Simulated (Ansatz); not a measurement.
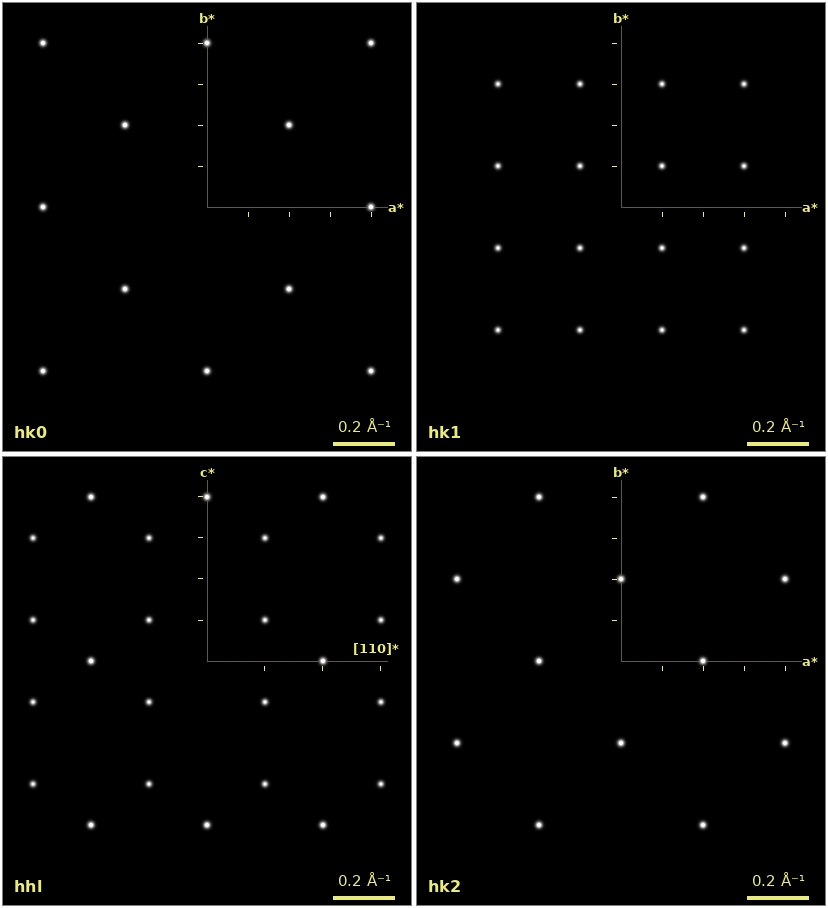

Four undistorted layers of reciprocal space, calculated for a single crystal (neutrons, kinematic |F|², B = 0.5 Å²). Tick marks count the reciprocal lattice steps of the conventional cell along each axis.

Q: What cell do the layers give?

A: a* = 0.136, b* = 0.136, c* = 0.136 Å⁻¹; the cell is cubic with a = 7.33 Å.

Q: Which reflection conditions do the layers show?

A: Reflections are present only under these conditions. hkl: h + k = 2n, h + l = 2n; hk0: h = 2n, h + k = 4n; hhl: h + l = 2n; h00: h = 4n. The lattice is face-centred (F). Further gaps, such as 2 2 2, 4 4 2, come from atoms on special positions, not from the group's general conditions.

Q: Which space groups fit?

A: The intensities have Laue symmetry m-3m (the hk0 layer shows 4mm, hk1 shows 4mm). With these conditions only Fd-3m (No. 227) fits. The compound is Tl. Structure: the input geometry of an electronic-structure calculation (not necessarily at equilibrium); the starting structure was generated, so it need not be a known form of this composition.
